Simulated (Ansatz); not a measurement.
Geometry relaxation, with input and output: Zr8O17 (charge −2) (part 3 of 4)

Zr8O17 (defect cell, 25 atoms in the cell, total charge −2); DFT, PBE, plane waves, PAW (Ansatz 0.2.0); cutoff 420 eV, 2×2×2 k-mesh, Gaussian smearing of 0.02 eV. The structure derives from a Materials Project entry. The run did not end well. The settings of this run were made unusual or wrong on purpose.

The program's output, continued
```
SCF iter   1: F=—  HF=-43132.206192 eV  |F-HF|=—  |Δ(HF+E_count)|=         —  Δρ=9.77e-3  dr2=1.38e-1  ethr=6.47e-4  ⟨swp⟩=4.0  Hψ=1002  notcnv=0  defer=79
preconditioner: auto → Resta (q_TF=auto, 2.567 Å⁻¹)  ε∞=4.2  [insulator: Δε(μ)=3.386 eV  Ē_g=16.469 eV  σ=0.020 eV  W_gap=1.00  n_scr=76 (ndim 1)  ℏωp=29.7 eV  f_vac=0.011  D(μ)=0.00/eV (n_scr^D=0)  ε∞_Penn≈4.2]
SCF iter   2: F=—  HF=-43132.202655 eV  |F-HF|=—  |Δ(HF+E_count)|=   3.54e-3  Δρ=9.70e-3  dr2=1.38e-1  ethr=6.89e-5  ⟨swp⟩=1.2  Hψ=578  notcnv=0  defer=79
SCF iter   3: F=—  HF=-43132.202633 eV  |F-HF|=—  |Δ(HF+E_count)|=   2.18e-5  Δρ=9.71e-3  dr2=1.38e-1  ethr=6.89e-5  ⟨swp⟩=1.0  Hψ=421  notcnv=0  defer=79
SCF iter   4: F=—  HF=-43132.202594 eV  |F-HF|=—  |Δ(HF+E_count)|=   3.99e-5  Δρ=9.70e-3  dr2=1.37e-1  ethr=6.88e-5  ⟨swp⟩=1.0  Hψ=421  notcnv=0  defer=79
SCF iter   5: F=—  HF=-43132.202567 eV  |F-HF|=—  |Δ(HF+E_count)|=   2.67e-5  Δρ=9.69e-3  dr2=1.37e-1  ethr=6.87e-5  ⟨swp⟩=1.0  Hψ=421  notcnv=0  defer=79
SCF iter   6: F=—  HF=-43132.202536 eV  |F-HF|=—  |Δ(HF+E_count)|=   3.05e-5  Δρ=9.68e-3  dr2=1.37e-1  ethr=6.86e-5  ⟨swp⟩=1.0  Hψ=421  notcnv=0  defer=79
SCF iter   7: F=—  HF=-43132.202501 eV  |F-HF|=—  |Δ(HF+E_count)|=   3.52e-5  Δρ=9.67e-3  dr2=1.37e-1  ethr=6.84e-5  ⟨swp⟩=1.0  Hψ=421  notcnv=0  defer=79
SCF iter   8: F=—  HF=-43132.202466 eV  |F-HF|=—  |Δ(HF+E_count)|=   3.49e-5  Δρ=9.66e-3  dr2=1.36e-1  ethr=6.83e-5  ⟨swp⟩=1.0  Hψ=421  notcnv=0  defer=79
SCF iter   9: F=—  HF=-43132.202435 eV  |F-HF|=—  |Δ(HF+E_count)|=   3.09e-5  Δρ=9.65e-3  dr2=1.36e-1  ethr=6.81e-5  ⟨swp⟩=1.0  Hψ=421  notcnv=0  defer=79
SCF iter  10: F=—  HF=-43132.202400 eV  |F-HF|=—  |Δ(HF+E_count)|=   3.48e-5  Δρ=9.64e-3  dr2=1.36e-1  ethr=6.80e-5  ⟨swp⟩=1.0  Hψ=421  notcnv=0  defer=79
SCF iter  11: F=—  HF=-43132.202374 eV  |F-HF|=—  |Δ(HF+E_count)|=   2.68e-5  Δρ=9.63e-3  dr2=1.35e-1  ethr=6.78e-5  ⟨swp⟩=1.0  Hψ=421  notcnv=0  defer=79
SCF iter  12: F=—  HF=-43132.202341 eV  |F-HF|=—  |Δ(HF+E_count)|=   3.23e-5  Δρ=9.62e-3  dr2=1.35e-1  ethr=6.77e-5  ⟨swp⟩=1.0  Hψ=421  notcnv=0  defer=79
SCF iter  13: F=—  HF=-43132.202305 eV  |F-HF|=—  |Δ(HF+E_count)|=   3.64e-5  Δρ=9.61e-3  dr2=1.35e-1  ethr=6.76e-5  ⟨swp⟩=1.0  Hψ=421  notcnv=0  defer=79
SCF iter  14: F=—  HF=-43132.202280 eV  |F-HF|=—  |Δ(HF+E_count)|=   2.47e-5  Δρ=9.60e-3  dr2=1.35e-1  ethr=6.74e-5  ⟨swp⟩=1.0  Hψ=421  notcnv=0  defer=79
SCF iter  15: F=—  HF=-43132.202254 eV  |F-HF|=—  |Δ(HF+E_count)|=   2.62e-5  Δρ=9.59e-3  dr2=1.34e-1  ethr=6.73e-5  ⟨swp⟩=1.0  Hψ=421  notcnv=0  defer=79
SCF iter  16: F=—  HF=-43132.202220 eV  |F-HF|=—  |Δ(HF+E_count)|=   3.42e-5  Δρ=9.58e-3  dr2=1.34e-1  ethr=6.71e-5  ⟨swp⟩=1.0  Hψ=421  notcnv=0  defer=79
SCF iter  17: F=—  HF=-43132.202189 eV  |F-HF|=—  |Δ(HF+E_count)|=   3.07e-5  Δρ=9.57e-3  dr2=1.34e-1  ethr=6.70e-5  ⟨swp⟩=1.0  Hψ=421  notcnv=0  defer=79
SCF iter  18: F=—  HF=-43132.202159 eV  |F-HF|=—  |Δ(HF+E_count)|=   3.05e-5  Δρ=9.57e-3  dr2=1.33e-1  ethr=6.69e-5  ⟨swp⟩=1.0  Hψ=421  notcnv=0  defer=79
SCF iter  19: F=—  HF=-43132.202127 eV  |F-HF|=—  |Δ(HF+E_count)|=   3.14e-5  Δρ=9.56e-3  dr2=1.33e-1  ethr=6.67e-5  ⟨swp⟩=1.0  Hψ=421  notcnv=0  defer=79
SCF iter  20: F=—  HF=-43132.202097 eV  |F-HF|=—  |Δ(HF+E_count)|=   2.98e-5  Δρ=9.55e-3  dr2=1.33e-1  ethr=6.66e-5  ⟨swp⟩=1.0  Hψ=421  notcnv=0  defer=79
SCF iter  21: F=—  HF=-43132.202066 eV  |F-HF|=—  |Δ(HF+E_count)|=   3.18e-5  Δρ=9.54e-3  dr2=1.33e-1  ethr=6.64e-5  ⟨swp⟩=1.0  Hψ=421  notcnv=0  defer=79
SCF iter  22: F=—  HF=-43132.202040 eV  |F-HF|=—  |Δ(HF+E_count)|=   2.55e-5  Δρ=9.53e-3  dr2=1.32e-1  ethr=6.63e-5  ⟨swp⟩=1.0  Hψ=421  notcnv=0  defer=79
SCF iter  23: F=—  HF=-43132.202013 eV  |F-HF|=—  |Δ(HF+E_count)|=   2.73e-5  Δρ=9.52e-3  dr2=1.32e-1  ethr=6.62e-5  ⟨swp⟩=1.0  Hψ=421  notcnv=0  defer=79
SCF iter  24: F=—  HF=-43132.201981 eV  |F-HF|=—  |Δ(HF+E_count)|=   3.18e-5  Δρ=9.51e-3  dr2=1.32e-1  ethr=6.60e-5  ⟨swp⟩=1.0  Hψ=421  notcnv=0  defer=79
SCF iter  25: F=—  HF=-43132.201952 eV  |F-HF|=—  |Δ(HF+E_count)|=   2.92e-5  Δρ=9.50e-3  dr2=1.31e-1  ethr=6.59e-5  ⟨swp⟩=1.0  Hψ=421  notcnv=0  defer=79
SCF iter  26: F=—  HF=-43132.201927 eV  |F-HF|=—  |Δ(HF+E_count)|=   2.52e-5  Δρ=9.49e-3  dr2=1.31e-1  ethr=6.57e-5  ⟨swp⟩=1.0  Hψ=421  notcnv=0  defer=79
SCF iter  27: F=—  HF=-43132.201896 eV  |F-HF|=—  |Δ(HF+E_count)|=   3.07e-5  Δρ=9.48e-3  dr2=1.31e-1  ethr=6.56e-5  ⟨swp⟩=1.0  Hψ=421  notcnv=0  defer=79
SCF iter  28: F=—  HF=-43132.201871 eV  |F-HF|=—  |Δ(HF+E_count)|=   2.48e-5  Δρ=9.47e-3  dr2=1.31e-1  ethr=6.55e-5  ⟨swp⟩=1.0  Hψ=421  notcnv=0  defer=79
SCF iter  29: F=—  HF=-43132.201838 eV  |F-HF|=—  |Δ(HF+E_count)|=   3.32e-5  Δρ=9.46e-3  dr2=1.30e-1  ethr=6.53e-5  ⟨swp⟩=1.0  Hψ=421  notcnv=0  defer=79
SCF iter  30: F=—  HF=-43132.201814 eV  |F-HF|=—  |Δ(HF+E_count)|=   2.40e-5  Δρ=9.45e-3  dr2=1.30e-1  ethr=6.52e-5  ⟨swp⟩=1.0  Hψ=421  notcnv=0  defer=79
SCF iter  31: F=—  HF=-43132.201778 eV  |F-HF|=—  |Δ(HF+E_count)|=   3.62e-5  Δρ=9.44e-3  dr2=1.30e-1  ethr=6.51e-5  ⟨swp⟩=1.0  Hψ=421  notcnv=0  defer=79
SCF iter  32: F=—  HF=-43132.201671 eV  |F-HF|=—  |Δ(HF+E_count)|=   1.07e-4  Δρ=9.44e-3  dr2=1.30e-1  ethr=5.00e-7  ⟨swp⟩=9.0  Hψ=1720  notcnv=0
Mixer restart at iter 32: flushing history
iteration 32: the SCF's residuals had fallen too slowly under its mixing. It goes on by minimising its free energy, and can end on another state than longer mixing would; under `scf.algorithm: density_mixing` no SCF does so, but by `scf.convergence.dm_fallback`
SCF iter  33: F=—  HF=-43132.201411 eV  |F-HF|=—  |Δ(HF+E_count)|=   2.60e-4  Δρ=2.37e-3  dr2=2.18e-2  ethr=5.00e-7  ⟨swp⟩=10.0  Hψ=4039  notcnv=0
SCF iter  34: F=—  HF=-43132.194479 eV  |F-HF|=—  |Δ(HF+E_count)|=   6.93e-3  Δρ=7.07e-4  dr2=1.61e-3  ethr=5.00e-7  ⟨swp⟩=6.0  Hψ=2112  notcnv=0
SCF iter  35: F=—  HF=-43132.194105 eV  |F-HF|=—  |Δ(HF+E_count)|=   3.74e-4  Δρ=1.44e-4  dr2=8.62e-5  ethr=5.00e-7  ⟨swp⟩=4.8  Hψ=2276  notcnv=0
SCF iter  36: F=—  HF=-43132.194081 eV  |F-HF|=—  |Δ(HF+E_count)|=   2.43e-5  Δρ=4.80e-5  dr2=7.35e-6  ethr=5.29e-9  ⟨swp⟩=4.8  Hψ=2008  notcnv=0
```

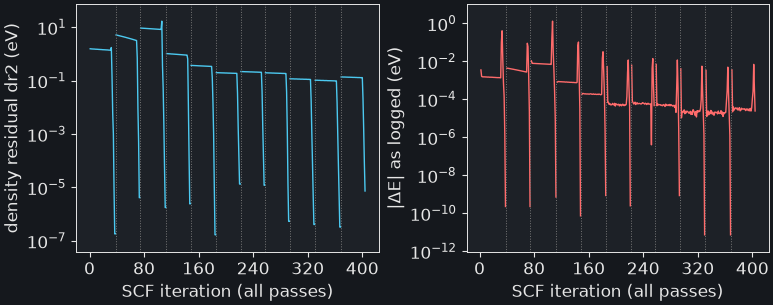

Fig. 1: Convergence of the self-consistent field: density residual dr2 and size of the energy change against the SCF iteration. Dotted lines part the SCF passes that the log prints in full.

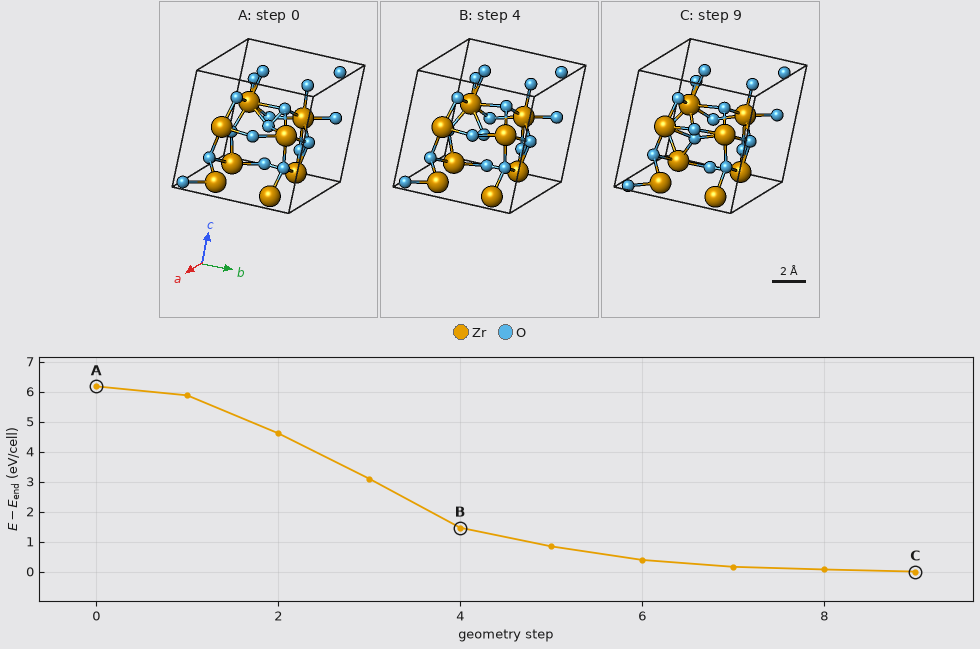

Fig. 2: Frames of the relaxation (ball-and-stick view of the cell of the calculation (origin shifted), seen slightly off an axis) above the curves, on which the letters mark them (the first geometry is step 0 here and step 1 in the log).

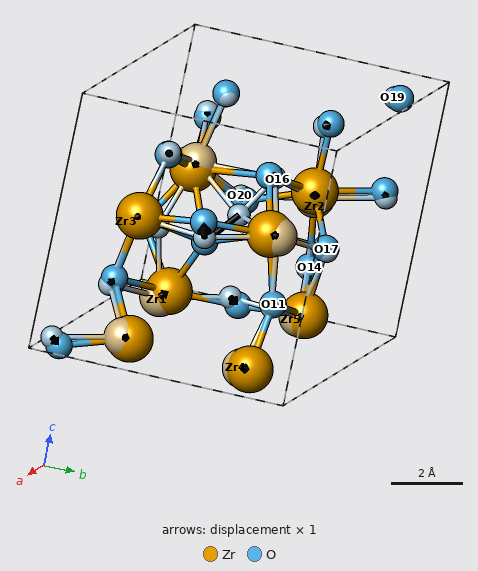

Fig. 3: Start (faint) and end (solid) with the displacements as black arrows, at true length (ball-and-stick view of the cell of the calculation (origin shifted), seen slightly off an axis). The run was cut off at its time limit before the relaxation converged, so the last structure is only a point on the way. The atom that moves furthest is O25 (1.23 Å). By element the largest moves are O 1.23 Å, Zr 0.31 Å. The cell stays as it was. Among the contacts that change: Zr1–O25 3.387 → 2.084 Å, O16–O25 1.461 → 2.607 Å, Zr4–O21 3.453 → 2.324 Å, Zr3–O21 2.196 → 3.066 Å. New bonds form: Zr1–O25 (3.39 → 2.08 Å), Zr3–O25 (3.24 → 2.45 Å), Zr4–O21 (3.45 → 2.32 Å). Bonds break: O16–O25 (1.46 → 2.61 Å), Zr3–O21 (2.20 → 3.07 Å). Among the angles that change: Zr6–O25–Zr7 148.4° → 109.9°, Zr1–O21–Zr6 141.0° → 113.8°, Zr3–O23–Zr7 144.4° → 128.4°. Over 9 geometry steps the energy falls by 6.172 eV per cell of the calculation. The largest force component goes from 2.5 to 0.14 eV/Å. (Atoms are counted from 1 in the order of the input.)

Trajectory as extended XYZ (Å, eV, eV/Å), 10 frames, from step=1 to step=10
```
25
Lattice="-4.2974 0.0000 -5.2918 5.1896 5.2421 -0.0120 5.1896 -5.2421 -0.0120" Properties=species:S:1:pos:R:3:forces:R:3 step=1 energy=-43125.99263
Zr    3.9048   -0.1736   -1.1162   -0.7598   0.0265   0.0890
Zr    9.1382   -0.1657   -1.0567   -0.2367  -0.0760   0.2730
Zr    4.3164   -2.3792   -3.7439   -0.4078   0.2290  -0.1456
Zr    4.4977    2.8210   -3.8353   -0.5229   0.4067   0.2537
Zr    1.6882   -2.8132   -1.5500    0.1217  -0.0893   0.0174
Zr    1.6242    2.4398   -1.5203    0.3396  -0.0421   0.3365
Zr   -3.0643    0.2244   -4.2435    0.3743   0.2766   0.1397
Zr    2.1068    0.2822   -4.1876    0.3484  -0.0172  -0.1388
O     5.6198    0.9145   -0.8364    0.4800   0.4297   0.0589
O     0.4828    0.9086   -0.8102   -0.1227  -0.2215  -0.0646
O     0.9855   -3.4380   -3.5412   -0.1031  -0.1625   0.1985
O     0.9186    1.8254   -3.4538   -0.1391  -0.1065   0.0141
O    -1.4776    1.3830   -5.1919    0.5974  -0.0774  -0.1084
O     3.7199    1.3640   -5.2050    0.1134  -0.1055  -0.1785
O     2.7354   -1.2060   -2.7711   -0.3913  -0.2402   0.0430
O     3.1333    4.0109   -2.6360    2.0373  -1.0430  -1.0511
O     3.2590   -3.9379   -2.5653    0.1982   0.0587   0.0446
O     3.2593    1.3191   -2.5583    0.1888   0.2997  -0.1577
O     2.3114   -1.3361   -0.0848   -0.3379  -0.0681   0.0566
O     7.4992   -1.3379   -0.0780   -0.2071   0.1118   0.1978
O     4.8823   -1.8518   -1.6885    0.3456  -0.4874  -0.2149
O     5.1890    3.5360   -1.8772    0.6000  -0.1210   0.2709
O     5.5312   -0.8543   -4.5379   -0.0974  -0.0014   0.0006
O     0.3679   -0.8016   -4.4703    0.1176   0.1360   0.0896
O     6.9102   -0.8889   -2.5055   -2.5368   0.8844  -0.0243
25
Lattice="-4.2974 0.0000 -5.2918 5.1896 5.2421 -0.0120 5.1896 -5.2421 -0.0120" Properties=species:S:1:pos:R:3:forces:R:3 step=2 energy=-43126.29215
Zr    3.8883   -0.1940   -1.1234   -0.1405   0.1096   0.3039
Zr    9.1249   -0.2011   -1.0669    0.1531  -0.1491  -0.0256
Zr    4.2902   -2.3525   -3.7533    0.2928  -0.0940   0.1725
Zr    4.4938    2.8524   -3.8322   -0.3273   0.4885   0.5719
Zr    1.7181   -2.8400   -1.5375   -0.4136   0.0216  -0.1294
Zr    1.6399    2.4321   -1.5074    0.0475   0.3185  -0.4443
Zr   -3.0487    0.2583   -4.2452   -0.1109  -0.2242   0.5010
Zr    2.1284    0.3094   -4.1814   -0.2033   0.1780  -0.1621
O     5.6238    0.9227   -0.8270    0.4682   0.3129   0.1451
O     0.4807    0.8779   -0.8319    0.2019   0.1085   0.1313
O     0.9548   -3.4537   -3.5054    0.2600  -0.2517   0.0266
O     0.8865    1.8194   -3.4375    0.2550  -0.2310  -0.0777
O    -1.4085    1.3800   -5.2003    0.0695   0.0113  -0.1756
O     3.7629    1.3578   -5.2078   -0.1159  -0.0740  -0.2242
O     2.6782   -1.2219   -2.7698    0.2517   0.0356   0.0508
O     3.1118    3.9881   -2.6820    3.6216  -1.2907  -0.8134
O     3.2988   -3.9390   -2.5624   -0.1858   0.0138  -0.1039
O     3.2961    1.3498   -2.5614   -0.0967  -0.2799  -0.0979
O     2.2706   -1.3385   -0.0764    0.1318   0.0068  -0.0867
O     7.4581   -1.3204   -0.0670   -0.0030  -0.0022   0.1381
O     4.8891   -1.8855   -1.6990   -0.2718   0.1014   0.0565
O     5.2380    3.5251   -1.8584    0.0524   0.0668   0.2083
O     5.5303   -0.8357   -4.5357   -0.5171  -0.2574  -0.2671
O     0.3803   -0.7692   -4.4597   -0.1311  -0.1650  -0.1575
O     6.8527   -0.8768   -2.5357   -3.2888   1.2461   0.4593
25
Lattice="-4.2974 0.0000 -5.2918 5.1896 5.2421 -0.0120 5.1896 -5.2421 -0.0120" Properties=species:S:1:pos:R:3:forces:R:3 step=3 energy=-43127.55618
Zr    3.8693   -0.2042   -1.1203    1.2820  -0.0310   0.0494
Zr    9.1263   -0.2451   -1.0841   -0.1359  -0.4589  -1.5322
Zr    4.2666   -2.3333   -3.7593    1.3479  -0.2768   0.6900
Zr    4.5064    2.8781   -3.8251   -0.6389   0.9409   0.9625
Zr    1.7507   -2.8648   -1.5264   -0.8353  -0.0954  -0.1672
Zr    1.6476    2.4442   -1.5080   -0.1463   2.2486  -2.3386
Zr   -3.0450    0.2823   -4.2326   -0.7921  -2.4361   3.0440
Zr    2.1529    0.3383   -4.1826   -0.8375   0.3039  -0.2918
O     5.6406    0.9464   -0.8099    0.0714   0.1519   0.5671
O     0.4899    0.8533   -0.8485    0.5334   0.5160   0.2059
O     0.9321   -3.4851   -3.4588    1.0081  -0.0409  -0.3223
O     0.8616    1.8048   -3.4289    0.5265  -0.1982  -0.0925
O    -1.3448    1.3794   -5.2140   -0.8894   0.4260   0.0684
O     3.8118    1.3467   -5.2239   -0.6579  -0.0567   0.0492
O     2.6344   -1.2332   -2.7659    0.9703   0.5639  -0.1366
O     3.1738    3.9353   -2.7464    5.0440  -1.7044  -0.7378
O     3.3323   -3.9458   -2.5628   -0.2846   0.3795  -0.5341
O     3.3276    1.3718   -2.5714   -0.5510  -1.2760   0.1924
O     2.2356   -1.3419   -0.0648    0.8396   0.2351  -0.6443
O     7.4188   -1.3012   -0.0528    0.3287  -0.5518   0.2890
O     4.8755   -1.9113   -1.7043   -1.3258  -0.1072   0.7503
O     5.2995    3.5155   -1.8322    0.0910   0.0882   0.4683
O     5.5100   -0.8313   -4.5414   -1.0382  -0.7184  -0.8388
O     0.3968   -0.7432   -4.4555   -0.1230  -0.1803  -0.4678
O     6.6689   -0.8111   -2.5449   -3.7873   2.2781   0.7678
25
Lattice="-4.2974 0.0000 -5.2918 5.1896 5.2421 -0.0120 5.1896 -5.2421 -0.0120" Properties=species:S:1:pos:R:3:forces:R:3 step=4 energy=-43129.06986
Zr    3.8769   -0.2068   -1.1184    1.3842   0.2225  -0.2034
Zr    9.1311   -0.2670   -1.1183    0.3283  -0.0342  -1.1950
Zr    4.2644   -2.3295   -3.7567    1.2301  -0.3515   0.4737
Zr    4.5305    2.8824   -3.8232    0.1797   0.1090   0.2786
Zr    1.7742   -2.8782   -1.5196   -0.6948  -0.1136  -0.1802
Zr    1.6374    2.4902   -1.5397   -0.5052   1.9607  -2.0199
Zr   -3.0599    0.2515   -4.1871   -0.8714  -2.5448   2.6183
Zr    2.1595    0.3494   -4.1861   -0.7640   0.1810  -0.1873
O     5.6465    0.9622   -0.7891   -0.0397   0.2839   0.7568
O     0.5020    0.8549   -0.8512    0.4246   0.4887   0.3064
O     0.9490   -3.4954   -3.4394    0.8292   0.2807  -0.5192
O     0.8562    1.8071   -3.4360    0.7092  -0.0575  -0.0420
O    -1.3529    1.3861   -5.2119   -0.9070   0.4360   0.1103
O     3.8242    1.3351   -5.2275   -0.6562   0.1213   0.2161
O     2.6368   -1.2264   -2.7672    0.9617   0.5728  -0.1028
O     3.2513    3.8970   -2.7805    1.0316  -0.1022   0.0615
O     3.3516   -3.9415   -2.5751   -0.3397   0.0175  -0.4141
O     3.3299    1.3615   -2.5727   -0.5797  -1.1240   0.1218
O     2.2463   -1.3420   -0.0700    1.0428   0.1444  -0.5058
O     7.4117   -1.3022   -0.0459    0.3648  -0.5037  -0.0189
O     4.8336   -1.9434   -1.6869   -1.5192  -0.5476   1.1876
O     5.3471    3.5078   -1.8149   -0.3292   0.2634   0.2605
O     5.4848   -0.8493   -4.5659   -0.7027  -0.5734  -1.1114
O     0.4129   -0.7332   -4.4613   -0.2932  -0.4345  -0.3358
O     6.4940   -0.7259   -2.5200   -0.2841   1.3052   0.4440
25
Lattice="-4.2974 0.0000 -5.2918 5.1896 5.2421 -0.0120 5.1896 -5.2421 -0.0120" Properties=species:S:1:pos:R:3:forces:R:3 step=5 energy=-43130.70290
Zr    3.9609   -0.1812   -1.1285    0.8857   0.3365  -0.3498
Zr    9.1522   -0.2525   -1.1667    0.6348   0.1548  -0.2196
Zr    4.2884   -2.3807   -3.7567    0.3241  -0.2681  -0.1101
Zr    4.5417    2.8685   -3.8380    0.3448  -0.3209  -0.1975
Zr    1.7839   -2.8444   -1.5350   -0.1699  -0.0894  -0.0368
Zr    1.5863    2.5618   -1.5664   -0.4366   0.7362  -0.5664
Zr   -3.1058    0.1379   -4.1122   -0.5568  -1.0668   0.9450
Zr    2.1610    0.3374   -4.1830   -0.0979   0.1479   0.0144
O     5.6416    1.0508   -0.7245   -0.1799   0.3785   0.4254
O     0.5084    0.8720   -0.8206    0.0032  -0.0625   0.1416
O     1.0222   -3.4403   -3.4896    0.2940   0.1516  -0.2627
O     0.9027    1.8411   -3.4406    0.2397   0.0063   0.0390
O    -1.4239    1.3803   -5.1914   -0.1998   0.2426   0.1457
O     3.7845    1.3324   -5.2191   -0.1412   0.0628   0.1717
O     2.7355   -1.1980   -2.7915    0.3735   0.1375  -0.0555
O     3.2301    3.8878   -2.8005   -0.5585   0.3175   0.0493
O     3.3277   -3.9750   -2.5951   -0.2369  -0.2533   0.0478
O     3.3058    1.3307   -2.5622   -0.1402  -0.4204  -0.0301
O     2.3377   -1.3291   -0.1080    0.3470   0.0510  -0.0394
O     7.4498   -1.3172   -0.0721    0.1298  -0.0117  -0.1003
O     4.7328   -2.0504   -1.5845   -0.5415  -0.5864   0.5671
O     5.3572    3.5397   -1.8443   -0.2783   0.1880  -0.0739
O     5.4867   -0.9376   -4.6306    0.1064  -0.1070  -0.6319
O     0.4314   -0.7553   -4.4738   -0.0946  -0.1055  -0.0545
O     6.3407   -0.6343   -2.4300   -0.0511   0.3806   0.1817
```
